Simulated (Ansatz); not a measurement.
**GW calculation, with input and output: CdTe**

System: CdTe (F-43m, 2 atoms in the cell).
Method: DFT, LDA, plane waves, PAW, no spin polarisation (Ansatz 0.2.0).

The structure was built on a prototype by a generator. Some settings of this run were made unusual or wrong on purpose. The geometry comes from this level: r2SCAN. Figures and captions count atoms from 1; the log counts them from 0 in places.

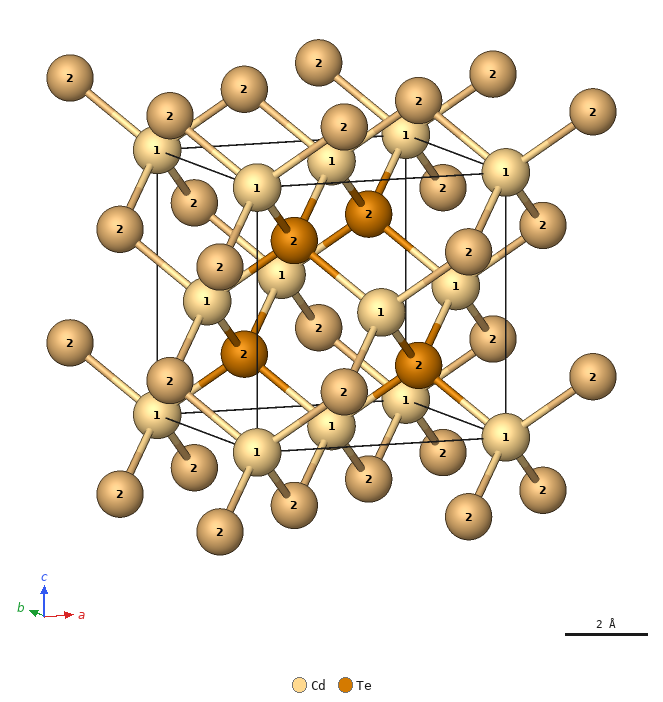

Figure 1. The input geometry (ball-and-stick view of the cell 4 times as large as that of the calculation, set on its symmetry axes, seen slightly off an axis; neighbours outside the cell are drawn fainter; atoms are numbered from 1 in the order of the input). An atom can appear more than once, as a periodic image. Near neighbours in the periodic cell (some may lie outside the picture): Cd has 4 Te at 2.84 Å; Te has 4 Cd at 2.84 Å.

Input:
```yaml
crystal:
  lattice:
    - [0.0, 3.2799551157, 3.2799551157]
    - [3.2799551157, 0.0, 3.2799551157]
    - [3.2799551157, 3.2799551157, 0.0]
  atoms:
    - { symbol: Cd, position: [0.0, 0.0, 0.0] }
    - { symbol: Te, position: [0.25, 0.25, 0.25] }
kpoints:
  mp_grid: { grid: [2, 2, 2] }
hamiltonian:
  xc: lda
scf:
  occupations: { method: fixed }
gw:
  n_empty_bands: 30
  ecut_chi: 10
  qp_bands: [v1, c1]
  qp_kpoints: band_edges
  screening: { model: contour_deformation }
```

Run on 4 threads of Arm Neoverse V2, 24 GiB of memory available, shared host.

Command:
```bash
ansatz run input.yaml --threads 4 --pin off --max-ram 3686MiB --backend cpu --events-out ev --progress --plain --runs-dir out
```

The program's output:
```
Engine: ansatz 0.2.0, aarch64-unknown-linux-gnu
Pseudopotentials: kind: paw
Pseudopotential: Cd, paw, valence charge 20, recommended cutoff 420 eV (normal), Cd.paw.azcp
Pseudopotential: Te, paw, valence charge 16, recommended cutoff 420 eV (normal), Te.paw.azcp
Functional definition: SPW92
  exchange = slater_x
  correlation = pw_c
Crystal: 2 atoms, lattice volume = 70.572 Å³
Basis set: ecut = 420 eV, 1411 PW (Γ)
Bands: 22, of which v1, the nominal top of the filled ones, is band 18 counted from 1 (17 counted from 0)
Symmetry: 24 space group operations
Space group: F-43m (ITA 216), of the structure as read, at distance tolerance 4.1e-5 Å
k-points: 3 of 8
Non-local potential: Cd, projectors of the file, l = 0: 3, l = 1: 2, l = 2: 2, l = 3: 1
Non-local potential: Te, projectors of the file, l = 0: 2, l = 1: 2, l = 2: 2, l = 3: 2
PAW form: soft (Blöchl's): semilocal exchange-correlation on the pseudo side does not see the compensation charge
PAW frozen core: Cd, regenerated for the run's functional, and the local potential with it (the file was generated under x = pbe(κ = 0.804, μ = 0.2195149727645171), c = pbe(β = 0.06672455060314922))
PAW frozen core: Te, regenerated for the run's functional, and the local potential with it (the file was generated under x = pbe(κ = 0.804, μ = 0.2195149727645171), c = pbe(β = 0.06672455060314922))
PAW one-centre angular grid: Cd, 590 points (default); XC on 64 Gauss nodes
PAW one-centre angular grid: Te, 590 points (default); XC on 64 Gauss nodes
Initial density: superposition of atomic densities (neutral atoms: chi_scale 0, normalization atom), corrected by the library's trained network
Initial wavefunctions: pseudopotential atomic-orbital guess
Functional: x = slater, c = lda
SCF iter   1: F=—  HF=-14944.507782 eV  |F-HF|=—  |Δ(HF+E_count)|=         —  Δρ=8.53e-3  dr2=9.95e-2  ethr=1.77e-3  ⟨swp⟩=4.7  Hψ=256  notcnv=0  defer=4
preconditioner: auto → none  [insulator: Δε(μ)=0.357 eV  Ē_g=11.038 eV  n_scr=14 (ndim 8)  ℏωp=18.8 eV  f_vac=0.199  ε∞_Penn≈3.9]
SCF iter   2: F=—  HF=-14944.475584 eV  |F-HF|=—  |Δ(HF+E_count)|=   3.22e-2  Δρ=3.39e-3  dr2=8.75e-3  ethr=2.76e-4  ⟨swp⟩=3.0  Hψ=132  notcnv=0  defer=3
SCF iter   3: F=—  HF=-14944.472442 eV  |F-HF|=—  |Δ(HF+E_count)|=   3.14e-3  Δρ=1.07e-3  dr2=1.03e-3  ethr=2.43e-5  ⟨swp⟩=4.0  Hψ=137  notcnv=0  defer=3
SCF iter   4: F=—  HF=-14944.472246 eV  |F-HF|=—  |Δ(HF+E_count)|=   1.96e-4  Δρ=3.59e-4  dr2=1.39e-4  ethr=2.87e-6  ⟨swp⟩=3.0  Hψ=126  notcnv=0  defer=3
SCF iter   5: F=—  HF=-14944.472227 eV  |F-HF|=—  |Δ(HF+E_count)|=   1.89e-5  Δρ=8.65e-5  dr2=4.88e-6  ethr=3.87e-7  ⟨swp⟩=2.0  Hψ=87  notcnv=0  defer=2
SCF iter   6: F=-14944.472230 eV  HF=-14944.472230 eV  |F-HF|=4.68e-8  |Δ(HF+E_count)|=   2.58e-6  Δρ=9.65e-6  dr2=5.89e-8  ethr=2.78e-10  ⟨swp⟩=4.3  Hψ=257  notcnv=0
SCF 1 converged in 6 iterations: F = -14944.472230 eV  dr2 = 5.89e-8
  greatest PAW one-centre occupation: 1.000 electrons in one spin orbital (limit 2), on the Cd atom at site 0 (counted from 0), in its partial waves of l = 0
```

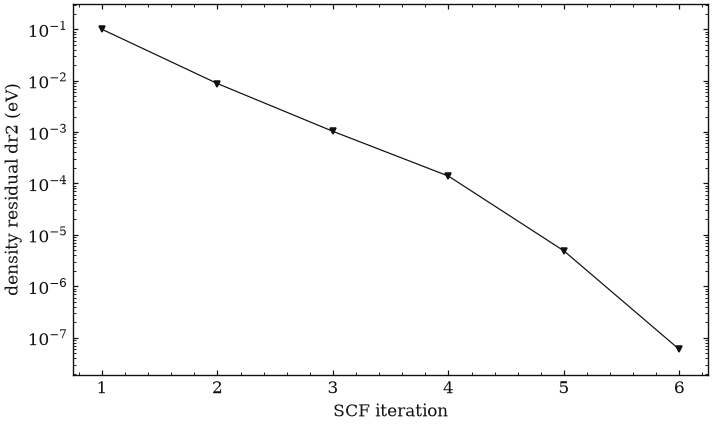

Figure 2. Convergence of the self-consistent field: density residual dr2 against the SCF iteration. The residual falls at every step.

```
NSCF: frozen V_eff on 3 k-points
G₀W₀ screening: q 1/3
G₀W₀ screening: q 2/3
G₀W₀ screening: q 3/3
G₀W₀ self-energy: k 1/3
G₀W₀ self-energy: k 2/3
G₀W₀ self-energy: k 3/3
NSCF: frozen V_eff on 1 k-points
NSCF: frozen V_eff on 1 k-points
SCF converged after 6 iterations
Free energy (F): -14944.472230 eV
Harris-Foulkes:  -14944.472230 eV  (|F-HF|=4.68e-8)
Internal energy: -14944.472230 eV  (E = F + TS)
E sigma→0 (E₀):  -14944.472230 eV
Fermi energy:    6.925582 eV
--- Per-component energies (eV) ---
  E_band       = -807.051848
  E_kinetic    = 688.452072
  E_local      = -5518.251778  (includes V_loc(G=0)·N_el)
  E_nonlocal   = -262.755922
  E_hartree    = 2768.817754
  E_xc         = -298.759377
  E_vxc        = -325.558011  (∫ρ·V_xc dr)
  E_paw        = -8459.050477  (= ΣΔE_a)
  E_vpaw       = -926.568180  (= ΣTr[D̂ρ^β])
  E_aug_tail   = -0.000178  (compensation charges beyond the density's cutoff)
  E_ewald      = -3864.369555
  E_core_change = 1.445230  (= ΣΔE_core)
  E_smearing   = -0.000000  (= −TS)
  E_closure    = 0.000000  (closes the sum)
  Σ components = -14944.472230   (vs F -14944.472230, Δ=0.00e0)
--- Band table (eV) ---
  k-point 0: bands = ["-95.2689", "-56.4120", "-56.4120", "-56.4120", "-28.6560", "-28.6560", "-28.6560", "-28.6480", "-28.6480", "-4.1047", "-1.5855", "-1.5855", "-1.5855", "-1.3728", "-1.3728", "6.9256", "6.9256", "6.9256", "7.1371", "11.2396", "11.2396", "11.2396"]
  k-point 1: bands = ["-95.2689", "-56.4121", "-56.4120", "-56.4120", "-28.6560", "-28.6557", "-28.6557", "-28.6479", "-28.6479", "-3.7380", "-1.5322", "-1.5322", "-1.3638", "-1.3638", "-1.0069", "2.4806", "6.1645", "6.1645", "8.3286", "11.8391", "11.8391", "13.5512"]
  k-point 2: bands = ["-95.2689", "-56.4121", "-56.4120", "-56.4120", "-28.6564", "-28.6554", "-28.6554", "-28.6481", "-28.6476", "-3.6296", "-1.4585", "-1.4455", "-1.4455", "-1.3461", "-0.8631", "2.5487", "5.0992", "5.0992", "9.2104", "9.2972", "15.2783", "15.5663"]
--- G₀W₀: contour deformation, 8 samples at zero and on the imaginary axis and 1 off it, 8 q-points, 30 empty bands' worth ---
  eigenvalues of the whole cell's RPA ε∞ on this k-mesh (on a slab, of 1 + 4πα/V) = 5862.0218, 5862.0218, 5862.0218; static W/v taken at q = 0 is 0.000171
  gw.qp_kpoints: band_edges: 3 of 3 stored k-points solved, in 1 pass; an edge of the gap read off the rows below is read off those points alone
    ik  band        ε_KS         Σx   Σc(E_QP)       V_xc       Z   E_QP_lin       E_QP  E_QP is
     0    18      6.9256   -18.3799     2.9192   -15.8626  0.8095     7.3254     7.3275  root
     0    19      7.1371    -8.5598    -3.9913   -13.8462  0.8200     8.4595     8.4322  root
     1    18      6.1645   -17.2196     2.9701   -14.6317  0.7937     6.5442     6.5467  root
     1    19      8.3286    -7.6228    -3.8886   -12.5875  0.8126     9.4244     9.4046  root
     2    18      5.0992   -15.7884     3.0470   -13.0746  0.7572     5.4314     5.4323  root
     2    19      9.2104    -5.1886    -3.9629    -9.5179  0.8161     9.5784     9.5768  root
```

What the run reported:

| quantity | value |
| --- | --- |
| outcome | converged |
| space group (tolerance 0.01 Å) | F-43m (216) |
| electrons treated | 36 |
| free energy | −14944.4722 eV |
| Fermi energy | 6.926 eV |
| gap on the k-point mesh | 0.21 eV |
| quasiparticle gap on the mesh | 1.10 eV |
| wall time | 0.88 s (CPU time 2.2 s) |
| peak memory | 0.27 GiB |

Some settings of this run were drawn to be unusual or wrong. It converged; results that depend on the unusual settings are not reference values. The GW levels are not extrapolated in basis or mesh. So coarse a mesh can miss the band edges, so the true gap of this method can be much smaller, or zero.
